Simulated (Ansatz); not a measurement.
A series of calculations on PtSe₂

Part 1: Vibrations

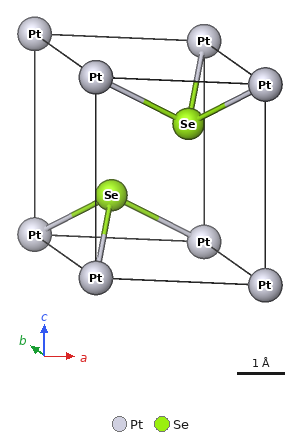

Normal modes of a crystal of PtSe2 relaxed at 8 GPa, at the zone centre. The picture is a ball-and-stick view of the cell of the calculation, seen slightly off an axis.

Theory: DFT PBE+D3(BJ), scalar-relativistic, plane waves, PAW (Ansatz). Set-up: plane-wave cutoff 420 eV; k-point mesh 12 × 12 × 10; occupations fermi dirac; smearing width 0.15 eV; target pressure 8 GPa; no spin polarisation.

The frequencies depend somewhat on the k-mesh and the smearing.

### Give the spectrum at this point.

The calculation's cell holds 3 atoms, so there are 6 optical modes, in 4 levels. The optical modes span E_g + A₂u + A₁g + E_u. No level is unstable.

| level | symmetry | frequency (cm⁻¹) | activity |
| --- | --- | --- | --- |
| 1 | E_g | 164 | Raman-active |
| 2 | A₂u | 224 | infrared-active |
| 3 | A₁g | 227 | Raman-active |
| 4 | E_u | 229 | infrared-active |

The crystal is a metal, so free carriers screen the infrared response.

The modes drawn as arrows (one member of each degenerate set):

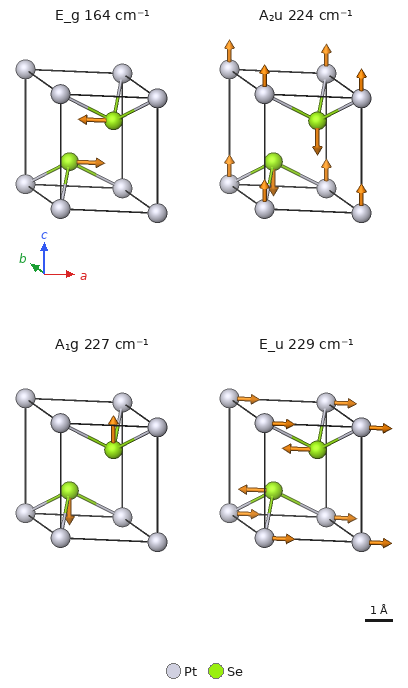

Part 2: One mode

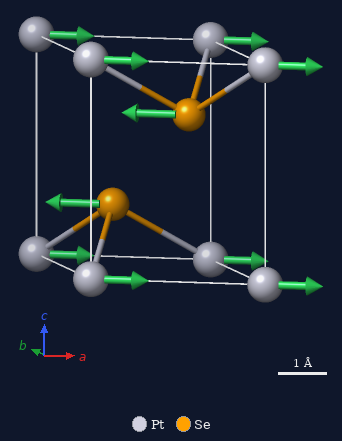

One vibrational mode of crystalline PtSe$_{2}$ relaxed at 3 GPa at the zone centre. The green arrows are the displacements of the atoms (eigenvector over the root of the mass), of arbitrary overall length and sign. Style: ball-and-stick. Shown: the cell of the calculation, slightly off an axis.

Theory: Ansatz 0.2.0, DFT PBE+D3(BJ), scalar-relativistic, plane waves, PAW. (plane-wave cutoff 420 eV; k-point mesh 12 × 12 × 10; occupations fermi dirac; smearing width 0.15 eV; target pressure 3 GPa; no spin polarisation)

The frequencies depend somewhat on the k-mesh and the smearing.

What mode is this, and where does it lie in the spectrum?

This is the E_u mode (doubly degenerate; one member of the set is drawn) at 219 cm⁻¹, the highest optical level, infrared-active by symmetry. The Se sublattice moves against the Pt sublattice, along a; the kinetic energy is shared as Se 55 %, Pt 45 %. The crystal is a metal, so free carriers screen the infrared response.

Part 3: Softest mode

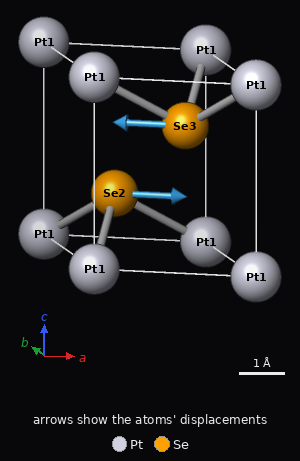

The lowest optical mode of solid PtSe2 relaxed at 15 GPa, space group P-3m1 (No. 164), at the zone centre. The blue arrows give the relative displacements of the atoms. The picture is a ball-and-stick view of the cell of the calculation, seen slightly off an axis.

These are results of DFT PBE+D3(BJ), scalar-relativistic, plane waves, PAW (Ansatz), not measurements.

The input:
```yaml
crystal:
  lattice:
    - [3.6873008439, 0.0, 0.0]
    - [-1.843650422, 3.1932962022, 0.0]
    - [0.0, 0.0, 4.3822568083]
  atoms:
    - { symbol: Pt, position: [0.0, 0.0, 0.0] }
    - { symbol: Se, position: [0.3333333333, 0.6666666667, 0.2865482907] }
    - { symbol: Se, position: [0.6666666667, 0.3333333333, 0.7134517093] }
basis:
  ecutwfc: 420
kpoints:
  mp_grid: { grid: [12, 12, 10] }
hamiltonian:
  xc: pbe
  dispersion: d3bj
scf:
  occupations: { method: fermi_dirac, width: 0.15 }
output:
  eigenvalues: true
phonons:
  method: dfpt
  eigenvectors: true
```

Run as
```bash
ansatz run input.yaml --threads 1 --pin off --max-ram 3072MiB --backend cpu --events-out ev --progress --plain --runs-dir out
```

The frequencies depend somewhat on the k-mesh and the smearing.

Is this crystal at a minimum with respect to the drawn distortion?

Yes: this softest mode has a real frequency, and so have all others here. That speaks for this wave vector alone: the rest of the zone wasn't checked in this run. This is the E_g mode (doubly degenerate; one member of the set is drawn) at 21.5 meV, the lowest optical level, Raman-active by symmetry. The Pt atoms stay at rest; all motion is along a; atoms of one kind move against one another, with no net shift of their sublattice.
